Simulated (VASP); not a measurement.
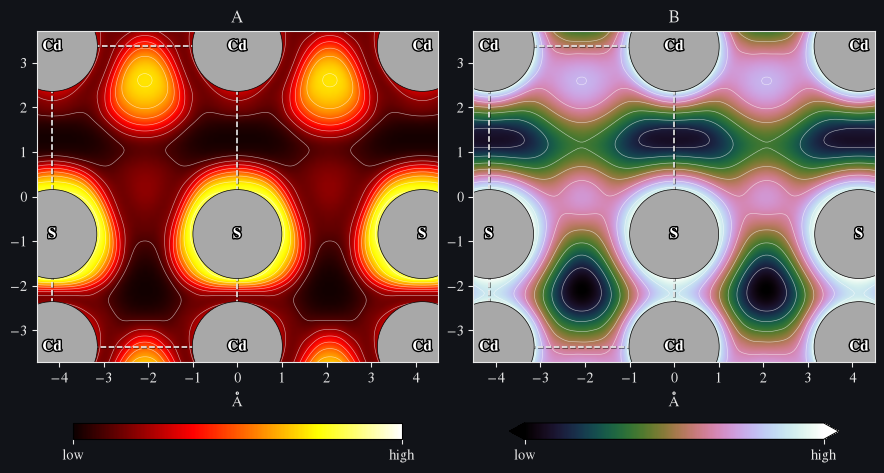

CdS: 2 fields on the (010) plane of the conventional cell, with unlabelled colour scales. Grey discs cover the atomic cores.

Space group P6₃mc; computed pressure about 2 GPa in this cell.

All numbers below come from VASP 6.6.1, Kohn-Sham DFT of a periodic cell, PBE, VASP PAW PBE potentials, recommended.

```
Cd S
1.0
     4.15000    0.00000    0.00000
    -2.07500    3.59401    0.00000
     0.00000    0.00000    6.73700
Cd S
2 2
Cartesian
  2.0750 1.1980 3.3685
  0.0000 2.3960 0.0000
  2.0750 1.1980 5.8949
  0.0000 2.3960 2.5264
```

Which field does each panel show? The fields are: electron localisation function and valence pseudo-density.

Answer. Panel A: electron localisation function. Panel B: valence pseudo-density. From the grid: Cd–S (2.53 Å): ρ is about 0.42 e/Å³ halfway; the ELF peaks at about 0.90 in the valence shell of S, 0.8 Å from its nucleus, and is about 0.35 at the midpoint.
